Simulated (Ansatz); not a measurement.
# Single-point calculation, with input and output: Pt (part 1 of 2)

- system: Pt (Fm-3m, 27 atoms in the cell)
- method: DFT PBE, scalar-relativistic, plane waves, PAW, no spin polarisation (Ansatz 0.2.0)

The structure derives from a Materials Project entry. It belongs to a series of runs on one base structure; here: the perfect crystal in a cell of 27 atoms.

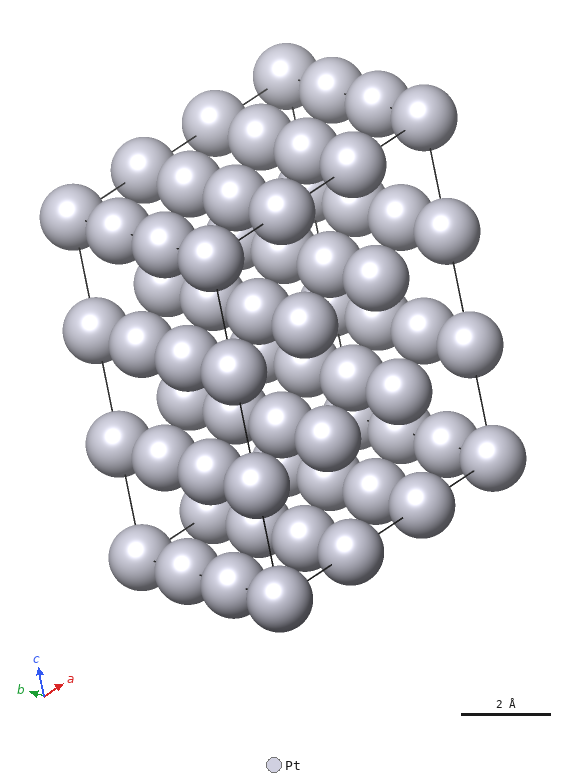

The structure as given in the input (spheres-only view of the cell of the calculation, seen slightly off an axis).

### Results in brief

```json
{"quantity": "outcome", "value": "converged"}
{"quantity": "space group (tolerance 0.01 Å)", "value": "Fm-3m (225)"}
{"quantity": "electrons treated", "value": "486"}
{"quantity": "free energy", "value": "−338121.6043 eV"}
{"quantity": "Fermi energy", "value": "22.304 eV"}
{"quantity": "gap on the k-point mesh", "value": "none (metallic)"}
{"quantity": "pressure", "value": "0.11 GPa"}
{"quantity": "largest force (length of the vector)", "value": "under 0.001 eV/Å"}
{"quantity": "hardware", "value": "4 threads of AMD EPYC (Zen 3), 189 GiB of memory available, shared host"}
{"quantity": "wall time", "value": "38 s (CPU time 2.2 min)"}
{"quantity": "peak memory", "value": "2.6 GiB"}
```

### Notes

Spin–orbit coupling is left out, which matters for Pt.

### Input file
```yaml
crystal:
  lattice:
    - [0.0, 5.9553460791, 5.9553460791]
    - [5.9553460791, 0.0, 5.9553460791]
    - [5.9553460791, 5.9553460791, 0.0]
  atoms:
    - { symbol: Pt, position: [0.0, 0.0, 0.0] }
    - { symbol: Pt, position: [0.0, 0.0, 0.3333333333] }
    - { symbol: Pt, position: [0.0, 0.0, 0.6666666667] }
    - { symbol: Pt, position: [0.0, 0.3333333333, 0.0] }
    - { symbol: Pt, position: [0.0, 0.3333333333, 0.3333333333] }
    - { symbol: Pt, position: [0.0, 0.3333333333, 0.6666666667] }
    - { symbol: Pt, position: [0.0, 0.6666666667, 0.0] }
    - { symbol: Pt, position: [0.0, 0.6666666667, 0.3333333333] }
    - { symbol: Pt, position: [0.0, 0.6666666667, 0.6666666667] }
    - { symbol: Pt, position: [0.3333333333, 0.0, 0.0] }
    - { symbol: Pt, position: [0.3333333333, 0.0, 0.3333333333] }
    - { symbol: Pt, position: [0.3333333333, 0.0, 0.6666666667] }
    - { symbol: Pt, position: [0.3333333333, 0.3333333333, 0.0] }
    - { symbol: Pt, position: [0.3333333333, 0.3333333333, 0.3333333333] }
    - { symbol: Pt, position: [0.3333333333, 0.3333333333, 0.6666666667] }
    - { symbol: Pt, position: [0.3333333333, 0.6666666667, 0.0] }
    - { symbol: Pt, position: [0.3333333333, 0.6666666667, 0.3333333333] }
    - { symbol: Pt, position: [0.3333333333, 0.6666666667, 0.6666666667] }
    - { symbol: Pt, position: [0.6666666667, 0.0, 0.0] }
    - { symbol: Pt, position: [0.6666666667, 0.0, 0.3333333333] }
    - { symbol: Pt, position: [0.6666666667, 0.0, 0.6666666667] }
    - { symbol: Pt, position: [0.6666666667, 0.3333333333, 0.0] }
    - { symbol: Pt, position: [0.6666666667, 0.3333333333, 0.3333333333] }
    - { symbol: Pt, position: [0.6666666667, 0.3333333333, 0.6666666667] }
    - { symbol: Pt, position: [0.6666666667, 0.6666666667, 0.0] }
    - { symbol: Pt, position: [0.6666666667, 0.6666666667, 0.3333333333] }
    - { symbol: Pt, position: [0.6666666667, 0.6666666667, 0.6666666667] }
basis:
  ecutwfc: 420
  xc_grid: 2
kpoints:
  mp_grid: { grid: [4, 4, 4], shift: [0.0, 0.0, 0.0] }
hamiltonian:
  xc: pbe
scf:
  occupations: { method: gaussian, width: 0.1 }
output:
  forces: true
  stress: true
  eigenvalues: true
  write_density: true
  write_potential: true
  elf: true
  volumetric_format: npy
```

Launch command:
```bash
ansatz run input.yaml --threads 4 --pin off --max-ram 8192MiB --backend cpu --events-out ev --progress --plain --runs-dir out
```

### Log
```
Engine: ansatz 0.2.0, x86_64-unknown-linux-gnu
Pseudopotentials: kind: paw
Pseudopotential: Pt, paw, valence charge 18, recommended cutoff 420 eV (normal), Pt.paw.azcp
Functional definition: PBE
  parameter kappa = 0.804
  parameter beta = 0.06672455060314922
  exchange = pbe_x(kappa = kappa, mu = beta*pi^2/3)
  correlation = pbe_c(beta = beta)
Crystal: 27 atoms, lattice volume = 422.426 Å³
Basis set: ecut = 420 eV, 8363 PW (Γ), exchange–correlation on 120×120×120 points (8 copies of the dense FFT grid, shifted against one another)
Bands: 292, of which v1, the nominal top of the filled ones, is band 243 counted from 1 (242 counted from 0)
Symmetry: 1296 space group operations
Space group: Fm-3m (ITA 225), of the structure as read, at distance tolerance 7.5e-5 Å
k-points: 8 of 64
Non-local potential: Pt, projectors of the file, l = 0: 3, l = 1: 2, l = 2: 2, l = 3: 1
PAW form: soft (Blöchl's): semilocal exchange-correlation on the pseudo side does not see the compensation charge
PAW one-centre angular grid: Pt, 590 points (default); XC on 64 Gauss nodes
Initial density: superposition of atomic densities (neutral atoms: chi_scale 0, normalization atom), corrected by the library's trained network
Initial wavefunctions: pseudopotential atomic-orbital guess
Functional: x = pbe(κ = 0.804, μ = 0.2195149727645171), c = pbe(β = 0.06672455060314922)
SCF iter   1: F=—  HF=-338121.575303 eV  |F-HF|=—  |Δ(HF+E_count)|=         —  Δρ=3.26e-3  dr2=7.10e-3  ethr=1.77e-3  ⟨swp⟩=5.0  Hψ=7389  notcnv=0  defer=164
preconditioner: auto → Kerker (q_TF=auto, 2.793 Å⁻¹)  [metal: Δε(μ)=0.004 eV  Ē_g=8.274 eV  σ=0.100 eV  W_gap=0.02  n_scr=168 (ndim 8)  ℏωp=29.7 eV  f_vac=0.000  D(μ)=57.95/eV (n_scr^D=892)]
SCF iter   2: F=—  HF=-338121.598405 eV  |F-HF|=—  |Δ(HF+E_count)|=   2.31e-2  Δρ=1.79e-3  dr2=2.13e-3  ethr=1.46e-6  ⟨swp⟩=3.0  Hψ=4780  notcnv=0  defer=179
SCF iter   3: F=—  HF=-338121.603418 eV  |F-HF|=—  |Δ(HF+E_count)|=   5.01e-3  Δρ=1.27e-4  dr2=2.08e-5  ethr=4.38e-7  ⟨swp⟩=2.0  Hψ=3116  notcnv=0  defer=179
SCF iter   4: F=—  HF=-338121.604296 eV  |F-HF|=—  |Δ(HF+E_count)|=   8.78e-4  Δρ=4.70e-5  dr2=4.17e-6  ethr=4.28e-9  ⟨swp⟩=2.1  Hψ=3495  notcnv=0  defer=179
SCF iter   5: F=—  HF=-338121.604297 eV  |F-HF|=—  |Δ(HF+E_count)|=   1.13e-6  Δρ=1.42e-5  dr2=5.31e-7  ethr=8.58e-10  ⟨swp⟩=2.1  Hψ=2786  notcnv=0  defer=179
SCF iter   6: F=-338121.604297 eV  HF=-338121.604297 eV  |F-HF|=4.66e-9  |Δ(HF+E_count)|=   2.43e-8  Δρ=3.25e-6  dr2=3.57e-8  ethr=2.06e-11  ⟨swp⟩=10.2  Hψ=13562  notcnv=0
SCF 1 converged in 6 iterations: F = -338121.604297 eV  dr2 = 3.57e-8
  greatest PAW one-centre occupation: 1.000 electrons in one spin orbital (limit 2), on the Pt atom at site 26 (counted from 0), in its partial waves of l = 0
SCF converged after 6 iterations
Free energy (F): -338121.604297 eV
Harris-Foulkes:  -338121.604297 eV  (|F-HF|=4.66e-9)
Internal energy: -338121.314406 eV  (E = F + TS)
E sigma→0 (E₀):  -338121.459352 eV
Entropy (-TS):   -0.289891 eV (-10.737 meV/atom)
Fermi energy:    22.303586 eV
--- Per-component energies (eV) ---
  E_band       = -3919.973984
  E_kinetic    = 17201.381952
  E_local      = -40767.447202  (includes V_loc(G=0)·N_el)
  E_nonlocal   = 5396.110269
  E_hartree    = 15102.202167
  E_xc         = -7063.258671
  E_vxc        = -8170.271921  (∫ρ·V_xc dr)
  E_paw        = -255255.699422  (= ΣΔE_a)
  E_vpaw       = -7784.177213  (= ΣTr[D̂ρ^β])
  E_aug_tail   = 0.005501  (compensation charges beyond the density's cutoff)
  E_ewald      = -72734.609000
  E_smearing   = -0.289891  (= −TS)
  E_closure    = -0.000000  (closes the sum)
  Σ components = -338121.604297   (vs F -338121.604297, Δ=0.00e0)
--- Forces (eV/Å), atoms counted from 1 ---
  atom   1  Pt    -0.00000000    -0.00000000     0.00000000
  atom   2  Pt     0.00000000    -0.00000000     0.00000000
  atom   3  Pt    -0.00000000    -0.00000000     0.00000000
  atom   4  Pt    -0.00000000    -0.00000000    -0.00000000
  atom   5  Pt    -0.00000000    -0.00000000     0.00000000
  atom   6  Pt     0.00000000    -0.00000000    -0.00000000
  atom   7  Pt    -0.00000000    -0.00000000     0.00000000
  atom   8  Pt     0.00000000    -0.00000000    -0.00000000
  atom   9  Pt     0.00000000    -0.00000000    -0.00000000
  atom  10  Pt     0.00000000     0.00000000     0.00000000
  atom  11  Pt     0.00000000    -0.00000000    -0.00000000
  atom  12  Pt     0.00000000     0.00000000     0.00000000
  atom  13  Pt     0.00000000    -0.00000000     0.00000000
  atom  14  Pt     0.00000000    -0.00000000    -0.00000000
  atom  15  Pt     0.00000000     0.00000000    -0.00000000
  atom  16  Pt     0.00000000    -0.00000000     0.00000000
  atom  17  Pt     0.00000000    -0.00000000    -0.00000000
  atom  18  Pt     0.00000000    -0.00000000     0.00000000
  atom  19  Pt     0.00000000     0.00000000     0.00000000
  atom  20  Pt     0.00000000     0.00000000    -0.00000000
  atom  21  Pt     0.00000000     0.00000000     0.00000000
  atom  22  Pt     0.00000000     0.00000000     0.00000000
  atom  23  Pt     0.00000000     0.00000000    -0.00000000
  atom  24  Pt     0.00000000     0.00000000     0.00000000
  atom  25  Pt     0.00000000    -0.00000000    -0.00000000
  atom  26  Pt     0.00000000     0.00000000    -0.00000000
  atom  27  Pt     0.00000000     0.00000000    -0.00000000
  max |Σ_I F_I| component: 2.82e-27 eV/Å
--- Stress (GPa, compression-positive) ---
        0.109626       0.000000       0.000000
       -0.000000       0.109626      -0.000000
       -0.000000       0.000000       0.109626
  P = ⅓ Tr σ = 0.1096 GPa (1.096 kbar)
--- Band table (eV; the first three rows and the last of 8) ---
  k-point 0: bands = ["-76.0742", "-76.0534", "-76.0534", "-76.0534", "-76.0534", "-76.0534", "-76.0534", "-76.0534", "-76.0534", "-76.0465", ... 82 levels left out ..., "-30.1377", "-30.1377", "-30.1377", "-30.1377", "-30.1377", "-30.1377", "-30.1377", "-30.1377", "-30.1377", "-30.1377", "-30.1377", "-30.1377", "-30.1377", "-30.0922", "-30.0922", "-30.0922", "12.4566", "15.1297", "15.1297", "15.1297", "15.1297", "15.1297", "15.1297", "15.1297", "15.1297", "15.8286", "15.8286", "15.8286", "15.8286",
      "15.8286", "15.8286", "16.5910", "16.5910", "16.5910", "16.5910", "16.5910", "16.5910", "16.7437", "16.7437", "16.7437", "16.7437", "16.7437", "16.7437", "16.7437", "16.7437", "16.7437", "16.7437", "16.7437", "16.7437", "17.6753", "17.6753", "17.6753", "17.6753", "17.6753", "17.6753", "17.6753", "17.6753", "17.6753", "17.6753", "17.6753", "17.6753", "18.7105", "18.7105", "18.7105", "18.7972", "18.7972", "18.7972", "18.7972", "18.7972",
      "18.7972", "18.7972", "18.7972", "18.7972", "18.7972", "18.7972", "18.7972", "18.8987", "18.8987", "18.8987", "18.8987", "18.8987", "18.8987", "18.8987", "18.8987", "18.8987", "18.8987", "18.8987", "18.8987", "18.8987", "18.8987", "18.8987", "18.8987", "19.1954", "19.1954", "19.1954", "19.1954", "19.1954", "19.1954", "19.1954", "19.1954", "20.3078", "20.3078", "20.3078", "20.3078", "20.3078", "20.3078", "20.5133", "20.5133", "20.5133",
      "20.5133", "20.5133", "20.5133", "20.5133", "20.5133", "20.5133", "20.5133", "20.5133", "20.5133", "20.7458", "20.7458", "21.3284", "21.3284", "21.3284", "21.3284", "21.3284", "21.3284", "21.3284", "21.3284", "21.3284", "21.3284", "21.3284", "21.3284", "21.5128", "21.5128", "21.5128", "21.5128", "21.5128", "21.5128", "21.5128", "21.5128", "21.5128", "21.5128", "21.5128", "21.5128", "21.5128", "21.5128", "21.5128", "21.5128", "21.6939",
      "21.6939", "21.6939", "21.6939", "21.6939", "21.6939", "21.6939", "21.6939", "21.6939", "21.6939", "21.6939", "21.6939", "21.8696", "21.8696", "21.8696", "21.8696", "21.8696", "21.8696", "26.5091", "26.5091", "26.5091", "26.5091", "26.5091", "26.5091", "26.5091", "26.5091", "26.5091", "26.5091", "26.5091", "26.5091", "30.8233", "30.8233", "30.8233", "30.8233", "30.8233", "30.8233", "30.8233", "30.8233", "30.8233", "30.8233", "30.8233",
      "30.8233", "31.7153", "31.7153", "31.7153", "31.7153", "31.7153", "31.7153", "31.7153", "31.7153", "31.7153", "31.7153"]
```
